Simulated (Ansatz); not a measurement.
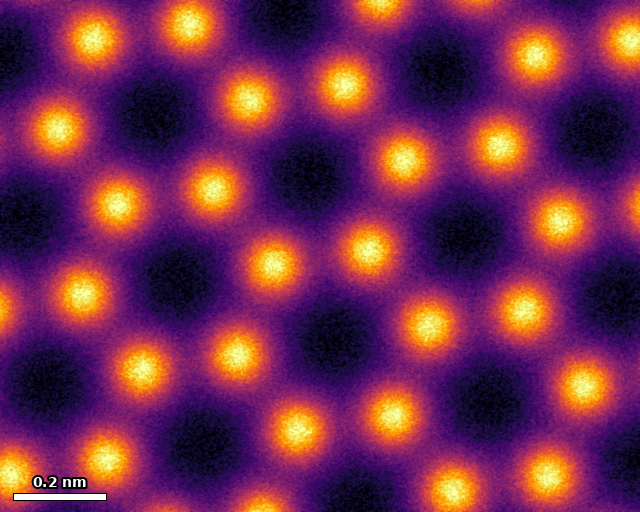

Integrated-DPC-like image of Y (P6_3/mmc, No. 194). Simulated as the projected potential of neutral atoms (B = 0.5 Å²) blurred by a 0.84 Å probe, the thin-sample limit of integrated differential phase contrast. The display is stretched by a gamma of 0.8; percentages refer to the linear signal. Shot noise and a slight drift were added. Structure used: a calculation's starting geometry; the starting structure was generated, so it need not be a known form of this composition.

Space group P6_3/mmc (No. 194). a = 3.657 Å, b = 3.657 Å, c = 5.675 Å, α = 90.00°, β = 90.00°, γ = 120.00°
```tsv
atom	site	symmetry	x	y	z
Y	2c	-6m2	0.6667	0.3333	0.7500
```

Q: Which beam direction gives this image, [100], [210], [001] or [101]? (Directions equivalent by symmetry count as one.)

A: [001]. The projected cells are 3.17 × 5.68 Å, 90° for [100]; 1.83 × 2.84 Å, 90° for [210]; 3.66 × 3.66 Å, 120° for [001]; 3.07 × 3.52 Å, 116° for [101], and the image repeats as the [001] one does.
